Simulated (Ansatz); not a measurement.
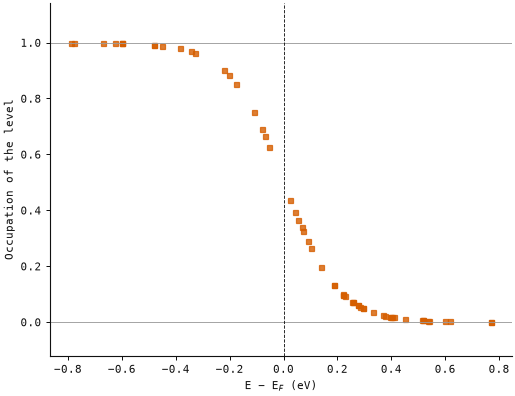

Occupations of the one-electron levels of the k mesh against their energy, from a run on Sr, space group I4/mcm (No. 140), 4 atoms in the cell, with Ansatz.

Q: Which smearing scheme was used (Fermi-Dirac, Gaussian, Methfessel-Paxton or cold), and about what width?

A: Fermi-Dirac smearing with a width of 0.1 eV. The occupations stay between 0 and 1 and have long exponential tails; the slope at the Fermi level is 1/(4 × width).
